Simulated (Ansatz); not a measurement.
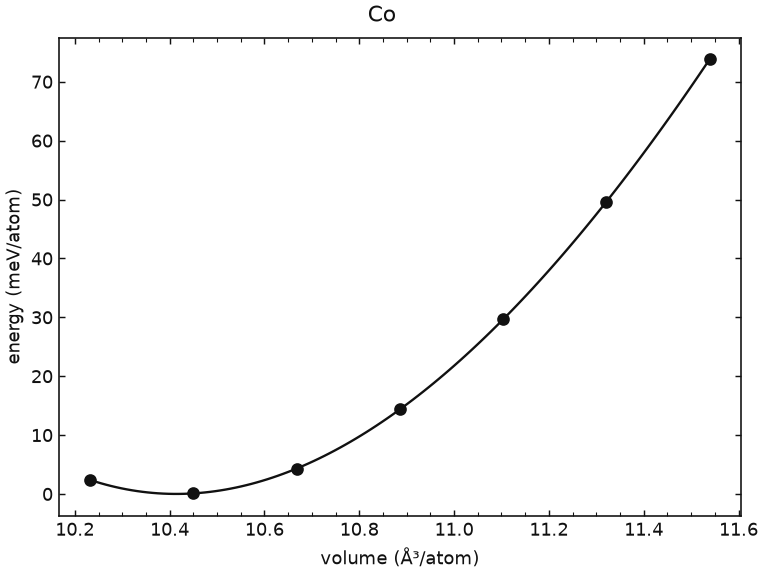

The picture above shows the energy against volume for Co, space group P-3m1 (No. 164).

The given structure:
```yaml
crystal:
  lattice:
    - [2.48736, 0.00000, 0.00000]
    - [-1.24368, 2.15412, 0.00000]
    - [0.00000, 0.00000, 4.06329]
  atoms:
    - { symbol: Co, position: [0.33333, 0.66667, 0.74014] }
    - { symbol: Co, position: [0.66667, 0.33333, 0.25986] }
```

Calculation (Ansatz 0.2.0): all-electron LAPW DFT, collinear spins; energies at scaled volumes of the given cell, shape and fractions fixed, counted from the fit's minimum, third-order Birch-Murnaghan fit. Level: PBEsol, collinear spin.

| setting | value |
| --- | --- |
| k mesh | 12×12×7 |
| occupations | Fermi–Dirac |
| smearing width | 0.05 eV |
| potentials | all electron LAPW, scalar relativistic |
| program settings | basis error eV/atom 0.001 |

From this curve and the settings, what does the calculation give for the pressure and cell moment at the same points?

The pressure falls from 4.23 GPa at volume 10.23 Å³/atom to −19.24 GPa at 11.54 Å³/atom, and changes sign near 10.42 Å³/atom. The cell moment rises from 3.11 μB at volume 10.23 Å³/atom to 3.35 μB at 11.54 Å³/atom.

```json
{"volume (Å³/atom)": "10.23", "pressure (GPa)": "4.23", "cell moment (μB)": "3.11"}
{"volume (Å³/atom)": "10.45", "pressure (GPa)": "-0.79", "cell moment (μB)": "3.17"}
{"volume (Å³/atom)": "10.67", "pressure (GPa)": "-5.33", "cell moment (μB)": "3.22"}
{"volume (Å³/atom)": "10.89", "pressure (GPa)": "-9.40", "cell moment (μB)": "3.26"}
{"volume (Å³/atom)": "11.10", "pressure (GPa)": "-13.03", "cell moment (μB)": "3.30"}
{"volume (Å³/atom)": "11.32", "pressure (GPa)": "-16.30", "cell moment (μB)": "3.33"}
{"volume (Å³/atom)": "11.54", "pressure (GPa)": "-19.24", "cell moment (μB)": "3.35"}
```

Limits of the calculation: shape and atomic fractions are frozen while scaling, which makes layered, chain and framework solids too stiff.
